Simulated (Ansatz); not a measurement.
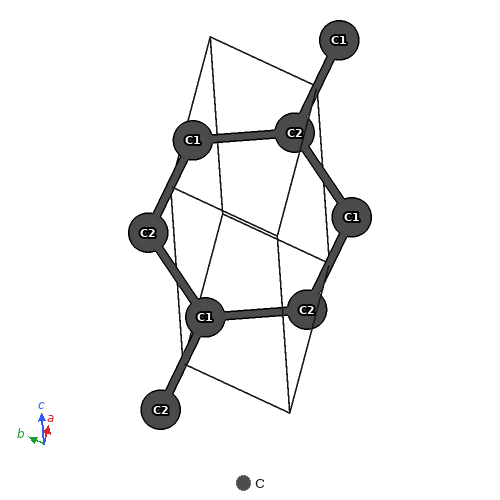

The system is C (Fmmm, No. 69; 2 atoms in the cell); the picture shows the reference structure. 
- The energy is mapped over a free internal coordinate and the cell.
- First axis: shift of C1 along [0 1 0] of the conventional cell, Cartesian (0 1 0), its symmetry partners moved as symmetry demands (measured in the relaxed cell). Second axis: volume per atom at fixed shape.
- Nothing is relaxed (all other coordinates fixed).
- Grid: 9 × 9 points.
- Points are written as (first, second).
- All energies are given in meV/atom relative to the lowest grid point.
- The band gap closes in part of the range.
- Theory: Ansatz, DFT PBE+D3(BJ), scalar-relativistic, plane waves, PAW. Settings: cutoff 520 eV, k-mesh 16×16×16, gaussian smearing 0.03 eV, no spin polarisation.

Its coordinates:

```yaml
crystal:
  lattice:
    - [0.00000, 2.13410, 3.39788]
    - [1.23278, 0.00000, 3.39788]
    - [1.23278, 2.13410, 0.00000]
  atoms:
    - { symbol: C, position: [0.16670, 0.83330, 0.16670] }
    - { symbol: C, position: [0.83330, 0.16670, 0.83330] }
```

The input of one point:

```yaml
crystal:
  lattice:
    - [0.0, 2.1341012763, 3.3978816909]
    - [1.2327815012, 0.0, 3.3978816909]
    - [1.2327815012, 2.1341012763, 0.0]
  atoms:
    - { symbol: C, position: [0.1666966007, 0.8333033993, 0.1666966007] }
    - { symbol: C, position: [0.8333033993, 0.1666966007, 0.8333033993] }
basis:
  ecutwfc: 520.0
kpoints:
  mp_grid: { grid: [16, 16, 16] }
hamiltonian:
  xc: pbe
  pseudopotentials: { kind: paw, azcp: { folder: soft_1 } }
  dispersion: d3bj
scf:
  occupations: { method: gaussian, width: 0.03 }
output:
  forces: true
  stress: true
  eigenvalues: true
  write_density: true
  write_potential: true
  elf: true
  volumetric_format: npy
```

Range: shift of C1 along [0 1 0] of the conventional cell, Cartesian (0 1 0), its symmetry partners moved as symmetry demands (measured in the relaxed cell) from −0.150 to 0.150 Å; volume per atom at fixed shape from 8.224 to 9.655 Å³.

What landscape does the calculation give?

Answer. The lowest grid point is at (0.000 Å, 8.939 Å³). No other kind of well shows on this grid. The highest grid point, (−0.150 Å, 8.224 Å³), lies 1886 meV/atom above the lowest.

| second ↓, first → | −0.150 | −0.113 | −0.075 | −0.037 | 0.000 | 0.037 | 0.075 | 0.113 | 0.150 |
| --- | --- | --- | --- | --- | --- | --- | --- | --- | --- |
| 9.655 | 1382 | 733 | 335 | 114 | 46 | 107 | 276 | 523 | 788 |
| 9.476 | 1417 | 741 | 327 | 98 | 26 | 91 | 265 | 520 | 794 |
| 9.297 | 1458 | 756 | 325 | 86 | 12 | 79 | 259 | 522 | 805 |
| 9.118 | 1506 | 777 | 329 | 80 | 3 | 72 | 259 | 531 | 823 |
| 8.939 | 1563 | 805 | 338 | 80 | 0 | 71 | 265 | 546 | 848 |
| 8.761 | 1628 | 840 | 355 | 86 | 3 | 77 | 278 | 569 | 881 |
| 8.582 | 1703 | 885 | 380 | 100 | 14 | 91 | 299 | 599 | 922 |
| 8.403 | 1789 | 938 | 413 | 122 | 32 | 112 | 328 | 638 | 973 |
| 8.224 | 1886 | 1001 | 456 | 153 | 60 | 142 | 366 | 687 | 1034 |

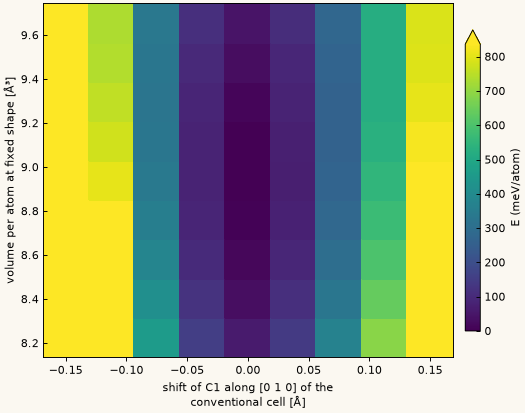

In the figure: one coloured cell a grid point, one colour for all values above the top of the scale.

Each point was launched as `ansatz run input.yaml --threads 1 --pin off --max-ram 2048MiB --backend cpu --events-out ev --progress --plain --runs-dir out`. Time for the 81 points that were run: 4.3 min on 1 thread of AMD EPYC 9R45 96-Core Processor (Zen 5), with other jobs on the host.
